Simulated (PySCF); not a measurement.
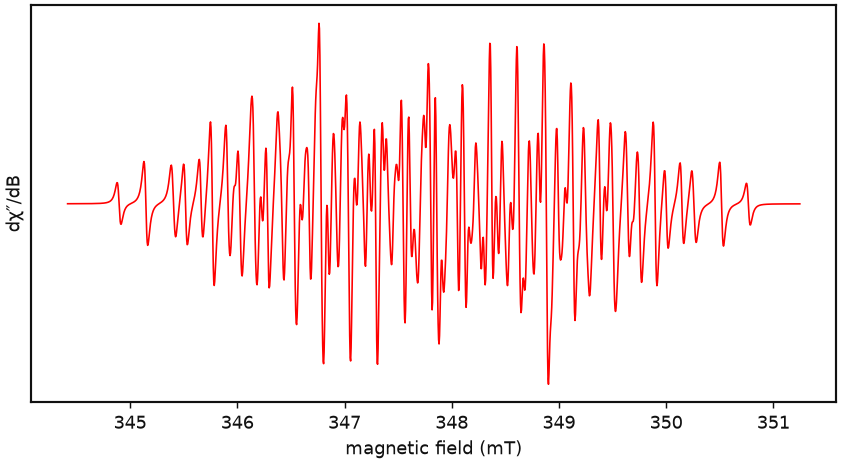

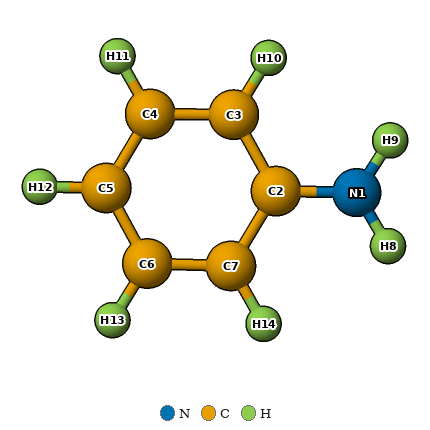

First-order isotropic EPR spectrum (fast tumbling, first derivative) of C₆H₇N⁺, doublet at 9.75 GHz, Lorentzian lines of 0.06 mT full width at half height, from computed g and hyperfine couplings (CAM-B3LYP/pcH-1 (IGLO-III on C and IGLO-III on N) with PySCF 2.14.0, at a PBE0-D3(BJ)/def2-SVP geometry (no frequency check), gas phase); values of one conformer, averaged over methyl-type rotors alone; no vibrational averaging; dilute isotopes left out.

Which couplings does the calculation give? The spectrum shows the sizes of those above the line width, not their signs.

| nuclei | isotope | a (mT) | a (MHz) |
| --- | --- | --- | --- |
| H12 | ¹H | −1.08 | −30.4 |
| H8, H9 | ¹H | −1.01 | −28.4 |
| H10, H14 | ¹H | −0.62 | −17.4 |
| N1 | ¹⁴N | 0.52 | 14.5 |
| H11, H13 | ¹H | 0.25 | 7.1 |

What is the g value, and how wide is the spectrum?

g_iso = 2.0027, which centres the spectrum at 347.8 mT; it spans 5.9 mT.
